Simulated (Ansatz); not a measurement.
# Hf₅N₆ (slab): what the fields show

Input file:

```
crystal:
  lattice:
    - [3.1999394461, 0.0, 0.0]
    - [-1.599969723, 2.7712288509, 0.0]
    - [0.0, 0.0, 28.0636980845]
  atoms:
    - { symbol: "N", position: [0.3333333333, 0.6666666667, 0.2672491693] }
    - { symbol: Hf, position: [0.6666666667, 0.3333333333, 0.3137993354] }
    - { symbol: "N", position: [0.0, 0.0, 0.3603495016] }
    - { symbol: Hf, position: [0.3333333333, 0.6666666667, 0.4068996677] }
    - { symbol: "N", position: [0.6666666667, 0.3333333333, 0.4534498339] }
    - { symbol: Hf, position: [0.0, 0.0, 0.5] }
    - { symbol: "N", position: [0.3333333333, 0.6666666667, 0.5465501661] }
    - { symbol: Hf, position: [0.6666666667, 0.3333333333, 0.5931003323] }
    - { symbol: "N", position: [0.0, 0.0, 0.6396504984] }
    - { symbol: Hf, position: [0.3333333333, 0.6666666667, 0.6862006646] }
    - { symbol: "N", position: [0.6666666667, 0.3333333333, 0.7327508307] }
basis:
  ecutwfc: 500
kpoints:
  mp_grid: { grid: [12, 12, 1] }
hamiltonian:
  xc: r2scan
scf:
  occupations: { method: gaussian, width: 0.1 }
output:
  forces: true
  eigenvalues: true
  write_density: true
  write_potential: true
  elf: true
  volumetric_format: npy
relax:
  adjacent_minimum: "off"
  f_tol: 0.02
  max_steps: 60
efield:
  axis: 3
  dipole_correction: true
  ramp_width: 0.04
```

Run with:

```sh
ansatz run input.yaml --threads 1 --pin off --max-ram 2560MiB --backend cpu --events-out ev --progress --plain --runs-dir out
```

The fields are those of the relaxed geometry.

All numbers below come from DFT r2SCAN, scalar-relativistic, plane waves, PAW (Ansatz).

The density is the valence pseudo-density of a PAW calculation; it isn't the true density close to the nuclei.

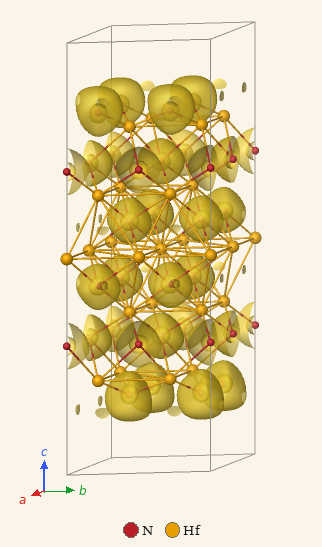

Figure 1. Isosurface of the ELF at 0.65 (yellow), seen slightly off an axis. Core shells and regions of very low density are left out. Sticks mark near contacts.

Q: Where are the electrons localised?

A: The ELF exceeds this value in six regions wrapped around N (the valence shell of each), counted in one cell of 11 atoms. Counts are for one cell; the picture repeats the cell along the surface. Profiles from the grid: Hf–N (2.00 Å): the ELF peaks at about 0.80 in the valence shell of N, 0.6 Å from its nucleus, and drops to about 0.25 between the two atoms (no shared electron pair shows on this line). Hf–Hf (3.20 Å): the ELF is about 0.15 at the midpoint; no shared electron pair shows on this line.

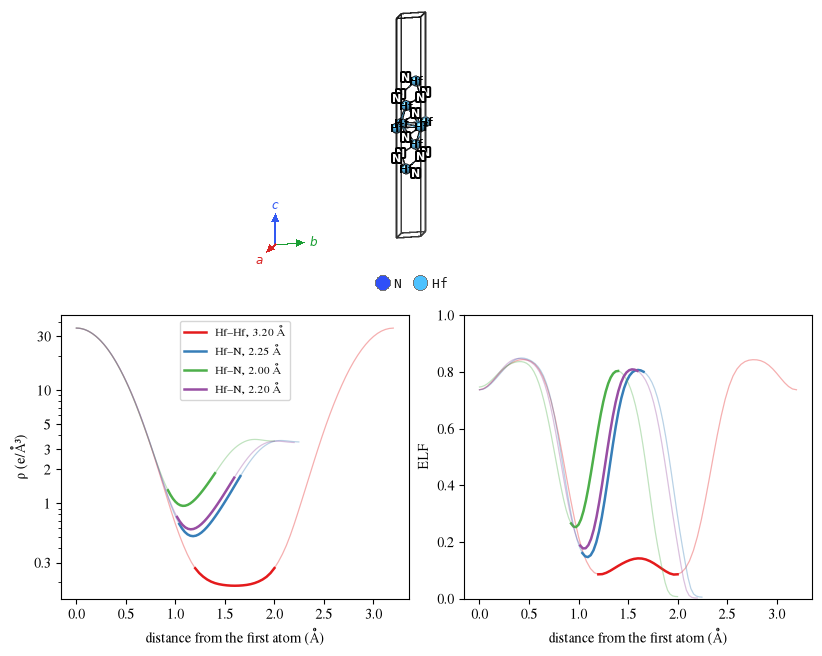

Figure 2. Valence pseudo-density and electron localisation function along straight lines between neighbouring atoms. Thin, pale parts lie inside the atomic spheres. The structure is drawn too.

Q: Compare the contacts.

A: Hf–Hf (3.20 Å): ρ is about 0.19 e/Å³ halfway; the ELF is about 0.15 at the midpoint: no localised pair shows between them.
Hf–N (2.25 Å): ρ at the midpoint is about 0.53 e/Å³; the ELF peaks at about 0.80 in the valence shell of N, 0.6 Å from its nucleus, and drops to about 0.15 between the two atoms (no shared electron pair shows on this line).
Hf–N (2.00 Å): ρ is about 1 e/Å³ halfway; the ELF peaks at about 0.80 in the valence shell of N, 0.6 Å from its nucleus, and drops to about 0.25 between the two atoms: no localised pair shows between them.
Hf–N (2.20 Å): ρ at the midpoint is about 0.61 e/Å³; the ELF peaks at about 0.80 in the valence shell of N, 0.7 Å from its nucleus, and is about 0.20 at the midpoint (no localised pair shows between them).

Q: Does the calculation give a band gap?

A: It is metallic or semimetallic at this level of theory: no gap opens.
